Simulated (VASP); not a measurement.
# Geometry relaxation of ZnCu₂SnSe₄ (part 1 of 2)

ZnCu₂SnSe₄ (I-4, 8 atoms in the cell), computed with Kohn-Sham DFT of a periodic cell, PBE, VASP PAW PBE potentials, recommended, no spin polarisation (VASP 6.6.1).

The structure derives from a Materials Project entry.

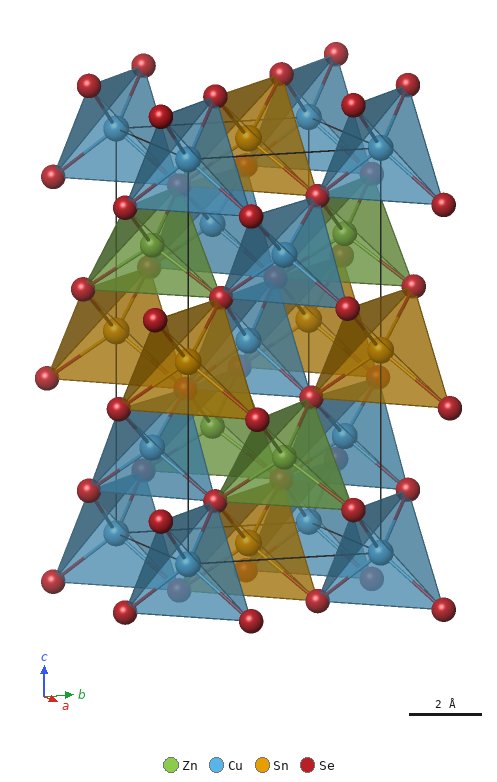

*The structure as given in the input (polyhedral view of the cell 2 times as large as that of the calculation, set on its symmetry axes, seen slightly off an axis; polyhedra are completed across the faces of the cell).*

**Summary**

- outcome: converged
- space group (tolerance 0.01 Å): I-4 (82)
- electrons treated: 72
- free energy: −29.5930 eV
- Fermi energy: 3.574 eV
- gap on the k-point mesh: 0.03 eV
- pressure: −0.01 GPa
- final volume: 191.99 Å³
- largest force (length of the vector) at the end: 0.004 eV/Å
- final cell: a = 7.061 Å, b = 7.061 Å, c = 7.061 Å, α = 131.74°, β = 131.74°, γ = 70.63°
- hardware: 4 threads of AMD EPYC (Zen 5), 450 GiB of memory available, shared host
- wall time: 11 min (CPU time 44 min)
- peak memory: 1.5 GiB

**INCAR**
```
SYSTEM = ZnCu2SnSe4
  ALGO = Normal
  EDIFF = 1E-7
  EDIFFG = -0.005
  ENCUT = 600
  GGA = PE
  IBRION = 2
  ISIF = 3
  ISMEAR = 1
  KPAR = 4
  LASPH = .True.
  LCHARG = .False.
  LREAL = .False.
  LWAVE = .False.
  NELM = 80
  NSW = 90
  PREC = Accurate
  SIGMA = 0.1
```

**KPOINTS**
```
k-points
0
Gamma
  10 10 10
  0 0 0
```

**POSCAR**
```
ZnCu2SnSe4                              
1.0
   -2.8863957767      2.8863957646      5.7589970935
    2.8863957767     -2.8863957646      5.7589970935
    2.8863957646      2.8863957767     -5.7589970935
  Zn              Cu              Sn              Se            
     1     2     1     4
Direct
     0.7500000000000000    0.2500000000000000    0.5000000000000000
     0.2500000000000000    0.7500000000000000    0.5000000000000000
     0.0000000000000000    0.0000000000000000    0.0000000000000000
     0.5000000000000000    0.5000000000000000    0.0000000000000000
     0.6291036076992492    0.6383412007186123    0.5278274180487206
     0.1105137826698917    0.1012761896505285    0.4721725819512793
     0.8987238103494715    0.3708963923007508    0.0092375930193632
     0.3616587992813876    0.8894862173301084    0.9907624069806369
```

Launched with:
```bash
cat potpaw_PBE.64/Zn/POTCAR potpaw_PBE.64/Cu/POTCAR potpaw_PBE.64/Sn_d/POTCAR potpaw_PBE.64/Se/POTCAR > POTCAR
mpirun -np 4 vasp_std > vasp.out
```

**OSZICAR**
```
N       E                     dE             d eps       ncg     rms          rms(c)
DAV:   1     0.723558021125E+03    0.72356E+03   -0.34531E+04 12414   0.220E+03
DAV:   2     0.936763778119E+02   -0.62988E+03   -0.61547E+03 12384   0.530E+02
DAV:   3    -0.223986619866E+02   -0.11608E+03   -0.11350E+03 15449   0.219E+02
DAV:   4    -0.310669823581E+02   -0.86683E+01   -0.85498E+01 16344   0.577E+01
DAV:   5    -0.314081753103E+02   -0.34119E+00   -0.34025E+00 17552   0.126E+01    0.122E+01
DAV:   6    -0.316439009313E+02   -0.23573E+00   -0.35437E+01 18974   0.967E+01    0.972E+00
DAV:   7    -0.295034125136E+02    0.21405E+01   -0.84698E+00 15992   0.725E+01    0.467E+00
DAV:   8    -0.297084138833E+02   -0.20500E+00   -0.44271E+00 19464   0.271E+01    0.337E+00
DAV:   9    -0.295969558311E+02    0.11146E+00   -0.13405E+00 17367   0.204E+01    0.767E-01
DAV:  10    -0.295914813997E+02    0.54744E-02   -0.10518E-01 17920   0.653E+00    0.221E-01
DAV:  11    -0.295926720220E+02   -0.11906E-02   -0.13005E-02 19141   0.205E+00    0.168E-01
DAV:  12    -0.295929052640E+02   -0.23324E-03   -0.23480E-03 19272   0.129E+00    0.811E-02
DAV:  13    -0.295929227039E+02   -0.17440E-04   -0.10399E-03 19736   0.543E-01    0.226E-02
DAV:  14    -0.295929336721E+02   -0.10968E-04   -0.12178E-04 17784   0.181E-01    0.126E-02
DAV:  15    -0.295929380230E+02   -0.43509E-05   -0.21508E-05 18218   0.533E-02    0.431E-03
DAV:  16    -0.295929388008E+02   -0.77787E-06   -0.22652E-06 18200   0.123E-02    0.199E-03
DAV:  17    -0.295929388537E+02   -0.52827E-07   -0.49782E-07 12669   0.878E-03
   1 F= -.29592939E+02 E0= -.29593199E+02  d E =-.295929E+02
       N       E                     dE             d eps       ncg     rms          rms(c)
DAV:   1    -0.295931230085E+02   -0.18421E-03   -0.42270E-03 15552   0.765E-01    0.100E-01
DAV:   2    -0.295930530050E+02    0.70004E-04   -0.16319E-03 13328   0.797E-01    0.585E-02
DAV:   3    -0.295929807036E+02    0.72301E-04   -0.48136E-04 15592   0.473E-01    0.304E-02
DAV:   4    -0.295929665702E+02    0.14133E-04   -0.42060E-05 18914   0.722E-02    0.110E-02
DAV:   5    -0.295929643538E+02    0.22164E-05   -0.64203E-06 17552   0.503E-02    0.409E-03
DAV:   6    -0.295929641946E+02    0.15917E-06   -0.29779E-06 16708   0.428E-02    0.272E-03
DAV:   7    -0.295929640346E+02    0.16005E-06   -0.65637E-07 12450   0.262E-02    0.836E-04
DAV:   8    -0.295929640636E+02   -0.29013E-07   -0.62632E-08  7293   0.504E-03
   2 F= -.29592964E+02 E0= -.29593225E+02  d E =-.252099E-04
```

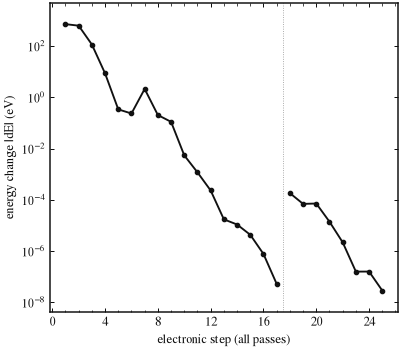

*Convergence of the self-consistent field: energy change |dE| against the electronic step. Each stretch between dotted lines is the SCF of one geometry step of a relaxation.*

The 2 ionic steps take 8 to 17 electronic steps each. The density is held fixed in the first few steps, and dE rises again when its update begins.

**Parts of OUTCAR**
```
SYSTEM = ZnCu2SnSe4
   EDIFF = 1E-7
   EDIFFG = -0.005
   ENCUT = 600
   GGA = PE
   IBRION = 2
   ISIF = 3
   ISMEAR = 1
   LASPH = .True.
   LREAL = .False.
   NELM = 80
   NSW = 90
   PREC = Accurate

 ion  position               nearest neighbor table
   1  0.750  0.250  0.500-   8 2.50   5 2.50   6 2.50   7 2.50
   2  0.250  0.750  0.500-   5 2.44   6 2.44   8 2.44   7 2.44
   3  0.000  0.000  0.000-   6 2.44   7 2.44   8 2.44   5 2.44
   4  0.500  0.500  0.000-   6 2.63   7 2.63   8 2.63   5 2.63
   5  0.629  0.638  0.528-   2 2.44   3 2.44   1 2.50   4 2.63
   6  0.111  0.101  0.472-   2 2.44   3 2.44   1 2.50   4 2.63
   7  0.899  0.371  0.009-   2 2.44   3 2.44   1 2.50   4 2.63
   8  0.362  0.889  0.991-   2 2.44   3 2.44   1 2.50   4 2.63

  LATTYP: Found a body centered tetragonal cell.
 ALAT       =     5.7727915413
 C/A-ratio  =     1.9952208744

  Lattice vectors:

 A1 = (  -2.8863957767,   2.8863957646,   5.7589970935)
 A2 = (   2.8863957767,  -2.8863957646,   5.7589970935)
 A3 = (   2.8863957646,   2.8863957767,  -5.7589970935)

Analysis of symmetry for initial positions (statically):
=====================================================================
 Subroutine PRICEL returns:
 Original cell was already a primitive cell.

 Routine SETGRP: Setting up the symmetry group for a
 body centered tetragonal supercell.

 Subroutine GETGRP returns: Found  4 space group operations
 (whereof  4 operations were pure point group operations)
 out of a pool of 16 trial point group operations.

The static configuration has the point symmetry S_4 .

Analysis of symmetry for dynamics (positions and initial velocities):
=====================================================================
 Subroutine PRICEL returns:
 Original cell was already a primitive cell.

 Routine SETGRP: Setting up the symmetry group for a
 body centered tetragonal supercell.

 Subroutine GETGRP returns: Found  4 space group operations
 (whereof  4 operations were pure point group operations)
 out of a pool of 16 trial point group operations.

The dynamic configuration has the point symmetry S_4 .

 Subroutine INISYM returns: Found  4 space group operations
 (whereof  4 operations are pure point group operations),
 and found     1 'primitive' translations

----------------------------------------------------------------------------------------

                                     Primitive cell

  volume of cell :     191.9193

  direct lattice vectors                    reciprocal lattice vectors
    -2.886395777  2.886395765  5.758997093    -0.000000000  0.173226418  0.086820672
     2.886395777 -2.886395765  5.758997093     0.173226418  0.000000000  0.086820672
     2.886395765  2.886395777 -5.758997093     0.173226418  0.173226418  0.000000000

  length of vectors
     7.058938207  7.058938207  7.058938207     0.193765892  0.193765892  0.244979150

  position of ions in fractional coordinates (direct lattice)
     0.750000000  0.250000000  0.500000000
     0.250000000  0.750000000  0.500000000
     0.000000000  0.000000000  0.000000000
     0.500000000  0.500000000  0.000000000
     0.629103608  0.638341201  0.527827418
     0.110513783  0.101276190  0.472172582
     0.898723810  0.370896392  0.009237593
     0.361658799  0.889486217  0.990762407

  ion indices of the primitive-cell ions
   primitive index   ion index
                 1           1
                 2           2
                 3           3
                 4           4
                 5           5
                 6           6
                 7           7
                 8           8

----------------------------------------------------------------------------------------

 KPOINTS: k-points

Automatic generation of k-mesh.
 Grid dimensions read from file:
 generate k-points for:   10   10   10

 Generating k-lattice:

  Cartesian coordinates                     Fractional coordinates (reciprocal lattice)
    -0.000000000  0.017322642  0.008682067     0.100000000 -0.000000000  0.000000000
     0.017322642  0.000000000  0.008682067    -0.000000000  0.100000000  0.000000000
     0.017322642  0.017322642  0.000000000    -0.000000000  0.000000000  0.100000000

  Length of vectors
     0.019376589  0.019376589  0.024497915

  Shift w.r.t. Gamma in fractional coordinates (k-lattice)
     0.000000000  0.000000000  0.000000000

 Subroutine IBZKPT returns following result:
 ===========================================

 Found    144 irreducible k-points:

 Following reciprocal coordinates:
            Coordinates               Weight
  0.000000  0.000000  0.000000      1.000000
  0.100000  0.000000  0.000000      8.000000
  0.200000  0.000000  0.000000      8.000000
  0.300000  0.000000  0.000000      8.000000
  0.400000  0.000000  0.000000      8.000000
  0.500000  0.000000 -0.000000      4.000000
  0.100000  0.100000  0.000000      8.000000
  0.200000  0.100000  0.000000      8.000000
 -0.200000 -0.100000  0.300000      8.000000
  0.300000  0.100000 -0.000000      8.000000
 -0.300000 -0.100000  0.400000      8.000000
  0.400000  0.100000  0.000000      8.000000
 -0.400000 -0.100000  0.500000      8.000000
  0.500000  0.100000  0.000000      8.000000
  0.500000 -0.100000 -0.400000      8.000000
 -0.400000  0.100000  0.000000      8.000000
  0.400000 -0.100000 -0.300000      8.000000
 -0.300000  0.100000 -0.000000      8.000000
  0.300000 -0.100000 -0.200000      8.000000
 -0.200000  0.100000 -0.000000      8.000000
  0.200000 -0.100000 -0.100000      8.000000
 -0.100000  0.100000  0.000000      4.000000
  0.200000  0.200000  0.000000      8.000000
  0.300000  0.200000  0.000000      8.000000
 [... further k-points ...]
   k-points           NKPTS =    144   k-points in BZ     NKDIM =    144   number of bands    NBANDS=     43
   number of dos      NEDOS =    301   number of ions     NIONS =      8
   total plane-waves  NPLWV = 175616
   dimension x,y,z NGX =    56 NGY =   56 NGZ =   56
   dimension x,y,z NGXF=   112 NGYF=  112 NGZF=  112
   ions per type =               1   2   1   4
   NGX,Y,Z   is equivalent  to a cutoff of  13.19, 13.19, 13.19 a.u.
   NGXF,Y,Z  is equivalent  to a cutoff of  26.38, 26.38, 26.38 a.u.
 SYSTEM =  ZnCu2SnSe4
   PREC   = accura    normal or accurate (medium, high low for compatibility)
   ISTART =      0    job   : 0-new  1-cont  2-samecut
   ICHARG =      2    charge: 1-file 2-atom 10-const
   ISPIN  =      1    spin polarized calculation?
   LNONCOLLINEAR =      F non collinear calculations
   LSORBIT =      F    spin-orbit coupling
   LASPH  =      T    aspherical Exc in radial PAW
   ENCUT  =  600.0 eV  44.10 Ry    6.64 a.u.  14.10 14.10 14.10*2*pi/ulx,y,z
   NELM   =     80;   NELMIN=  2; NELMDL= -5     # of ELM steps
   EDIFF  = 0.1E-06   stopping-criterion for ELM
   LREAL  =      F    real-space projection
   EDIFFG = -.5E-02   stopping-criterion for IOM
   NSW    =     90    number of steps for IOM
   IBRION =      2    ionic relax: 0-MD 1-quasi-New 2-CG
   NFREE  =      1    steps in history (QN), initial steepest desc. (CG)
   ISIF   =      3    stress and relaxation
   ISYM   =      2    0-nonsym 1-usesym 2-fastsym
   POTIM  = 0.5000    time-step for ionic-motion
   TEBEG  =    0.0;   TEEND  =   0.0 temperature during run
   PSTRESS=    0.0 pullay stress
   NELECT =      72.0000    total number of electrons
   NUPDOWN=      -1.0000    fix difference up-down
   EMIN   =  10.00;   EMAX   =-10.00  energy-range for DOS
   EFERMI =   0.00;   METHOD = LEGACY
   ISMEAR =     1;   SIGMA  =   0.10  broadening in eV -4-tet -1-fermi 0-gaus
   EFERMI_NEDOS =   21; number of points for ismear=-14 and -15
   IALGO  =     38    algorithm
   IMIX   =      4    mixing-type and parameters
     AMIX     =   0.40;   BMIX     =  1.00
     AMIX_MAG =   1.60;   BMIX_MAG =  1.00
  volume/ion in A,a.u.               =      23.99       161.89
  Fermi-wavevector in a.u.,A,eV,Ry     =   1.180718  2.231233 18.967809  1.394095
  Thomas-Fermi vector in A             =   2.317005
   LORBIT       =      0    0 simple, 1 ext, 2 COOP (PROOUT), +10 PAW based schemes
   GGA     = PE    functional components
   LHFCALC =     F    Hartree Fock is set to
   AEXX    =    0.0000 exact exchange contribution
   IVDW    =     0    specifies the selected vdW correction
   LEPSILON=     F    determine dielectric tensor
   LRPA    =     F    only Hartree local field effects (RPA)
 conjugate gradient relaxation of ions
 non-spin polarized calculation
 Methfessel and Paxton  Order N= 1 SIGMA  =   0.10
  energy-cutoff  :      600.00
  volume of cell :      191.92
 maximum number of plane-waves:      6443
   NGX = 29   NGY = 29   NGZ = 29

--------------------------------------- Ionic step        1  -------------------------------------------

 number of electron      72.0000000 magnetization

 Free energy of the ion-electron system (eV)
  ---------------------------------------------------
  ext. energy  EPLUGINS =         0.00000000
  ---------------------------------------------------
  free energy    TOTEN  =       -29.59293885 eV

  energy without entropy =      -29.59372068  energy(sigma->0) =      -29.59319946

------------------------ aborting loop because EDIFF is reached ----------------------------------------

  FORCE on cell =-STRESS in cart. coord.  units (eV):
  Direction    XX          YY          ZZ          XY          YZ          ZX
  --------------------------------------------------------------------------------------
  -------------------------------------------------------------------------------------
  Total       -0.0044129     -0.0044129      0.0709412     -0.0000001      0.0000000      0.0000000
  in kB       -0.0368394     -0.0368394      0.5922298     -0.0000006      0.0000000      0.0000000
  external PRESSURE =       0.1728504 kB  Pullay stress =       0.0000000 kB

 VOLUME and BASIS-vectors are now :
 -----------------------------------------------------------------------------
  energy-cutoff  :      600.00
  volume of cell :      191.92
      direct lattice vectors                 reciprocal lattice vectors
    -2.886395777  2.886395765  5.758997093    -0.000000000  0.173226418  0.086820672
     2.886395777 -2.886395765  5.758997093     0.173226418  0.000000000  0.086820672
     2.886395765  2.886395777 -5.758997093     0.173226418  0.173226418  0.000000000

 POSITION                                       TOTAL-FORCE (eV/Angst)
```
